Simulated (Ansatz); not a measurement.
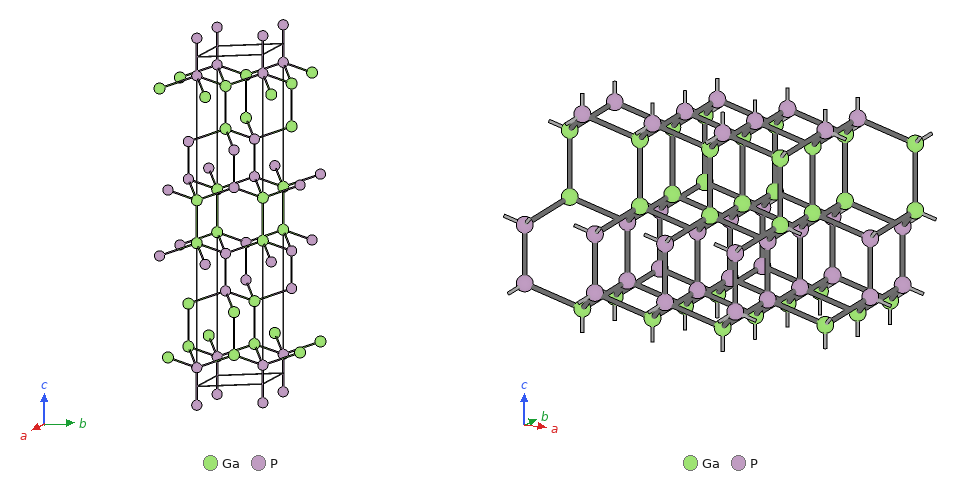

Left: the structure. Right: its underlying net. Nodes are coloured by element. Edges to nodes outside the piece are drawn as stubs.

The compound is GaP (space group R-3m, No. 166), taken as the geometry relaxed at fixed volume with DFT PBE, scalar-relativistic, plane waves, PAW in Ansatz.

Bonds are taken as Ga–Ga below 2.9 Å, Ga–P below 2.8 Å and P–P below 2.5 Å. Atoms with one bond or none are removed and atoms with two bonds are replaced by edges, until no such atom is left.

The result is a uninodal 4-connected, three-periodic net: Ga and P are 4-connected nodes. It is the dia net, known from diamond, zinc blende and cristobalite. It is a single net, without interpenetration.

```
    node  links  point symbol  coordination sequence
Ga and P      4            6⁶       4 12 24 42 64 92
```
